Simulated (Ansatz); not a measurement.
Here is a crystal structure:

```
Al Ga N
1.0
     4.40718    0.00000    0.00000
     0.00000    4.40718    0.00000
     0.00000    0.00000    4.40718
Al Ga N
3 1 4
Cartesian
  2.2036 2.2036 0.0000
  2.2036 0.0000 2.2036
  0.0000 2.2036 2.2036
  0.0000 0.0000 0.0000
  3.2821 3.2821 1.1251
  3.2821 1.1251 3.2821
  1.1251 3.2821 3.2821
  1.1251 1.1251 1.1251
```

### Work out the structure from the coordinates.

It has the composition Al3GaN4. Its lattice is primitive cubic, its space group P-43m (No. 215). Counting shared atoms by their share gives 3 Al, 1 Ga, 4 N, or 8 atoms. The coordination shell of Al holds four N in a tetrahedral arrangement at 1.90 Å. The Ga atoms are each bonded to four N in a tetrahedral arrangement at 1.95 Å. N is coordinated by three Al and one Ga in a tetrahedral arrangement (1.90 Å to Al, 1.95 Å to Ga). The bonds build a three-dimensional framework.

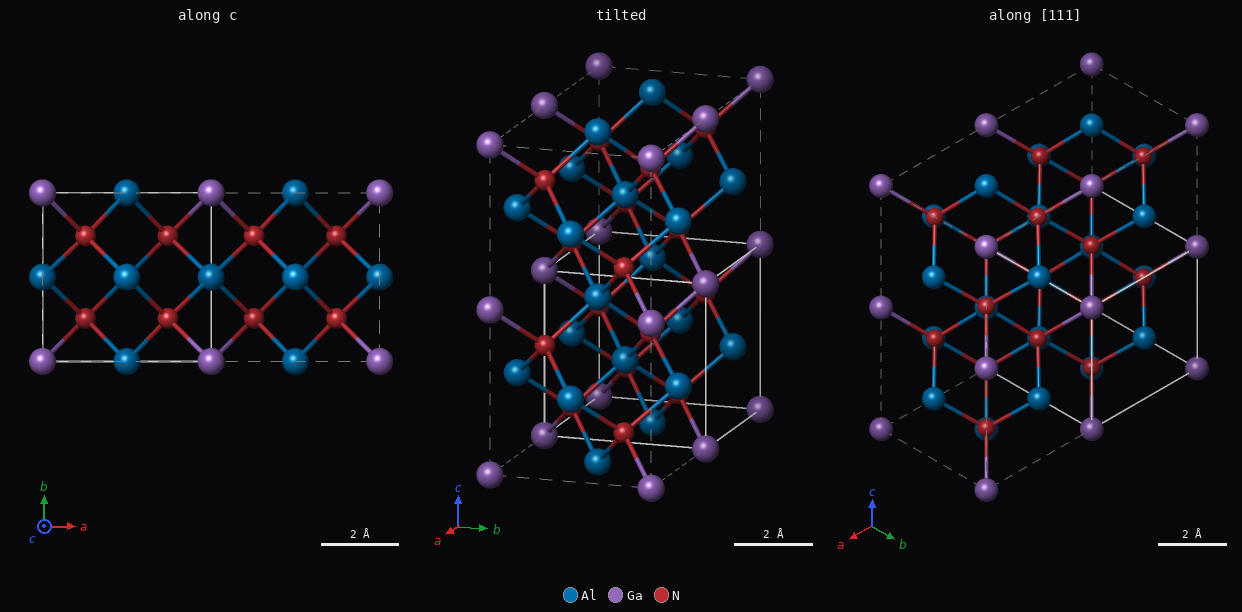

This ball-and-stick model is shown along the c axis, slightly off an axis and along [111]. Shown are 2×1×2 repeats of the conventional unit cell, one of them outlined in solid lines.

The structure comes from a structure listed in the Materials Project. Earlier steps of the study, as a rule a relaxation of our own, may have changed the cell and positions, so they can lie some per cent off the listed ones. It went into a calculation with Ansatz.
